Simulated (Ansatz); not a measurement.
System: La.

```
La
1.0
     6.99455    0.00000    0.00000
     0.00000    6.99455    0.00000
     0.00000    0.00000    6.99455
La
8
Direct
  0.75000 0.25000 0.25000
  0.25000 0.75000 0.25000
  0.25000 0.25000 0.75000
  0.75000 0.75000 0.75000
  0.50000 0.00000 0.00000
  0.00000 0.50000 0.00000
  0.00000 0.00000 0.50000
  0.50000 0.50000 0.50000
```

Space group Fd-3m; set up as La, diamond; a generated structure, not necessarily the stable one; changed on purpose from its base cell (volume × 1.12); computed pressure about −3 GPa in this cell.

Method: DFT, revPBE, plane waves (420 eV) with PAW, scalar-relativistic (Ansatz 0.2.0).

### What will maps of the valence pseudo-density and electron localisation function show?

La–La (3.03 Å): ρ at the midpoint is about 0.24 e/Å³; the ELF is about 0.10 at the midpoint; no shared electron pair shows on this line.

### Does the calculation give a band gap?

It is metallic or semimetallic at this level of theory: no gap opens.

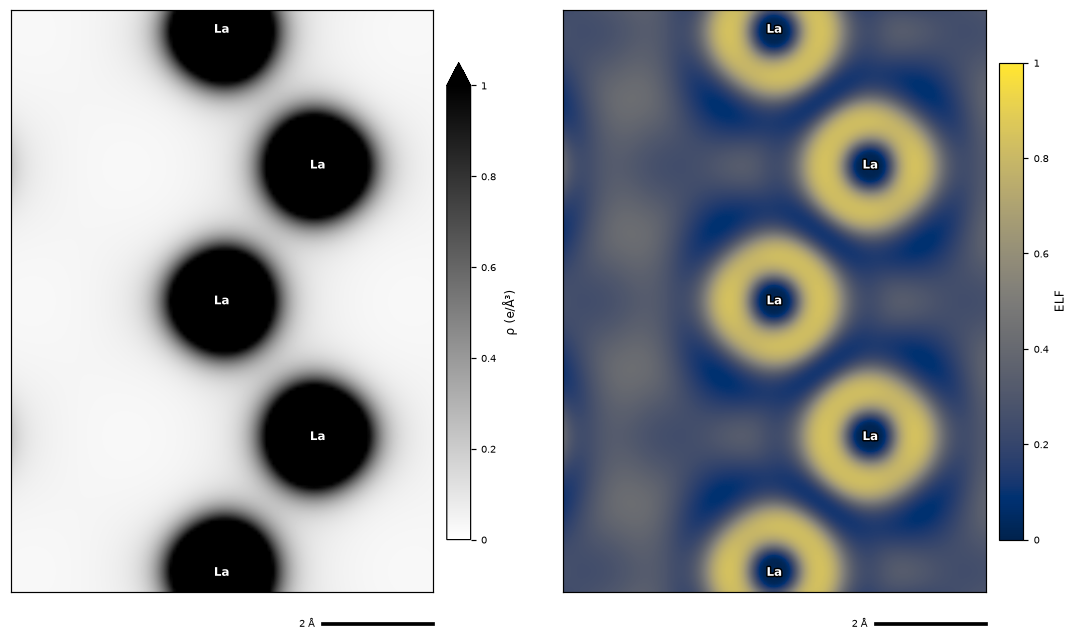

Computed valence pseudo-density and electron localisation function on the (011) plane of the conventional cell, in this order. 

In a PAW calculation such maps are meaningful between the atoms, not at the nuclei.
